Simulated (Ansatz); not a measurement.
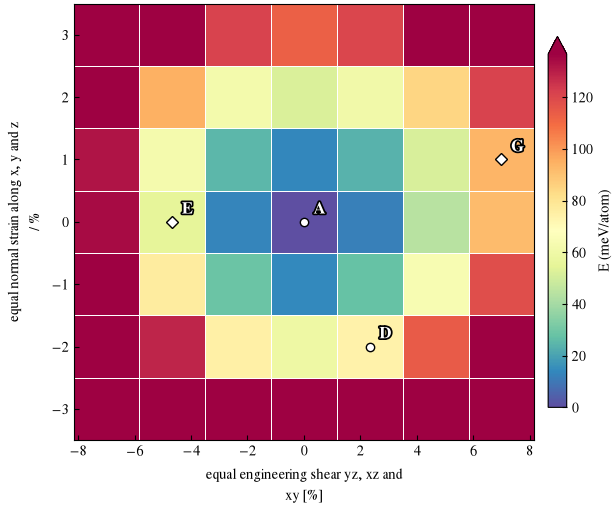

W (Im-3m, No. 229; 1 atom in the cell). The energy is mapped over two homogeneous strains (x, y and z along the cube axes). First axis: equal engineering shear yz, xz and xy. Second axis: equal normal strain along x, y and z. Nothing is relaxed (symmetry fixes all fractional coordinates). Grid: 7 × 7 points. Points are written as (first, second). Energies: meV/atom, counted from the lowest grid point. Theory: Ansatz, DFT PBE, scalar-relativistic, plane waves, PAW. Settings: cutoff 420 eV, k-mesh 20×20×20, gaussian smearing 0.15 eV, no spin polarisation.

The picture shows one coloured cell a grid point, one colour for all values above the top of the scale, lettered points.

Q: Is G the lowest point of the computed grid?

A: No. G lies 94 meV/atom above the lowest grid point, which is at (0.00 %, 0 %).

Q: Which space group has the cell at each letter?

A: A: Im-3m; D: R-3m; E: R-3m; G: R-3m.

PAW datasets: the set soft_1.
